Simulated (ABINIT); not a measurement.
SiC: geometry relaxation (part 4 of 4)

Continued. System: SiC (P6₃mc, 4 atoms in the cell). Method: Kohn-Sham DFT of a periodic cell, LDA, PseudoDojo NC SR LDA v0.4.1 standard, no spin polarisation (ABINIT 10.8.3); cutoff 1115.67 eV, 8×8×4 k-mesh, fermi-dirac of 0.05 eV. The structure derives from an entry of the Crystallography Open Database.

Geometry of the input (Å; fractional positions):
```
3.0760  0.0000  0.0000
-1.5380  2.6639  0.0000
0.0000  0.0000  5.0480
Si 0.6667  0.3333  0.5000
Si 0.3333  0.6667  0.0000
C  0.6667  0.3333  0.8850
C  0.3333  0.6667  0.3850
```

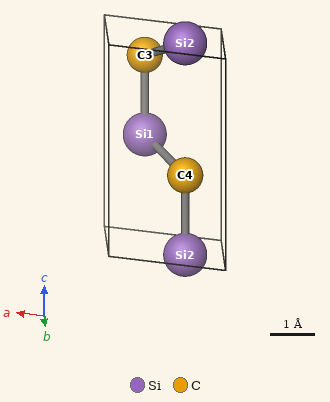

The geometry at step 6 of the log (ball-and-stick view of the cell of the calculation, seen at an oblique angle; atoms are numbered from 1 in the order of the input).

### Trajectory as extended XYZ, continued
```
4
Lattice="3.0542 0.0000 0.0000 -1.5271 2.6451 0.0000 0.0000 0.0000 5.0122" Properties=species:S:1:pos:R:3:forces:R:3 step=5 energy=-561.45953
Si    1.5271    0.8817    2.5290    0.0000   0.0000  -0.0001
Si    0.0000    1.7634    0.0230    0.0000   0.0000  -0.0001
C     1.5271    0.8817    4.4128    0.0000   0.0000   0.0001
C     0.0000    1.7634    1.9067    0.0000   0.0000   0.0001
4
Lattice="3.0542 0.0000 0.0000 -1.5271 2.6450 0.0000 0.0000 0.0000 5.0121" Properties=species:S:1:pos:R:3:forces:R:3 step=6 energy=-561.45953
Si    1.5271    0.8817    2.5290    0.0000   0.0000   0.0000
Si    0.0000    1.7633    0.0230    0.0000   0.0000   0.0000
C     1.5271    0.8817    4.4128    0.0000   0.0000   0.0000
C     0.0000    1.7633    1.9067    0.0000   0.0000   0.0000
```

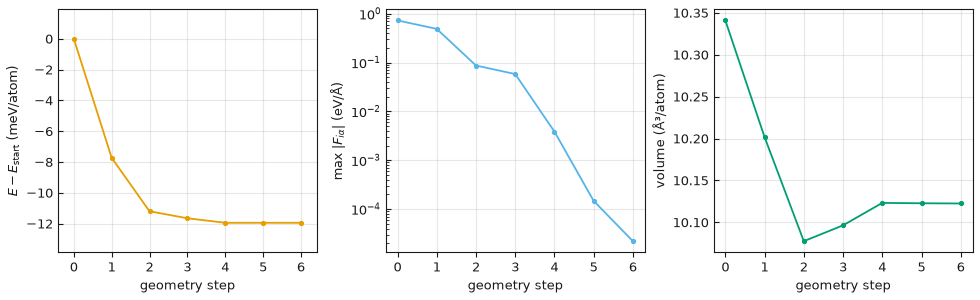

Progress of the relaxation, step by step (steps are counted from 0).

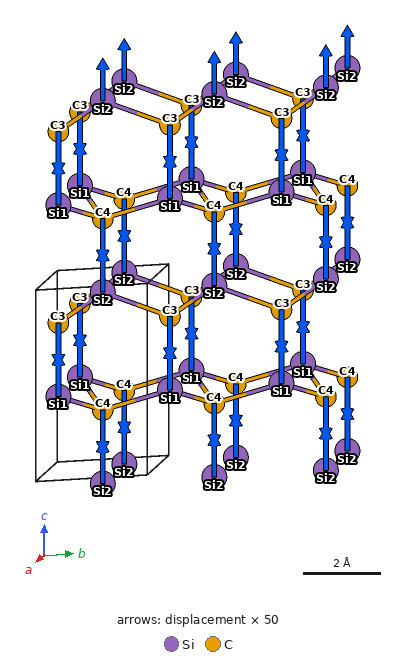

The starting structure with the displacements (without the part carried along by the change of the cell) as blue arrows, magnified 50 times (ball-and-stick view of the cell of the calculation, repeated 2 × 3 × 2, seen slightly off an axis). The largest moves relative to the cell, 0.023 Å, are those of Si1, Si2, C3 and C4. Largest moves by element: Si 0.023 Å, C 0.023 Å. The drawn cell changes as follows: a = b 3.076 → 3.054 Å (−0.7 %), c 5.048 → 5.012 Å (−0.7 %); the volume changes by −2.1 %. Among the contacts that change: Si1–C3 1.943 → 1.884 Å. The space group stays P6_3mc (No. 186). The energy falls by 11.9 meV per atom in 6 geometry steps. Largest force component: 0.73 eV/Å at the start, under 0.0001 eV/Å at the end. (Atoms are counted from 1 in the order of the input.)

### Key numbers

| quantity | value |
| --- | --- |
| outcome | converged |
| space group (tolerance 0.01 Å) | P6₃mc (186) |
| electrons treated | 16 |
| free energy | −561.4595 eV |
| Fermi energy | 8.656 eV |
| gap on the k-point mesh | 2.40 eV |
| pressure | 0.00 GPa |
| final volume | 40.49 Å³ |
| largest force (length of the vector) at the end | under 0.001 eV/Å |
| final cell | a = 3.054 Å, b = 3.054 Å, c = 5.012 Å, α = 90.00°, β = 90.00°, γ = 120.00° |
| wall time | 76 s (CPU time 5 min) |
| peak memory | 0.32 GiB |
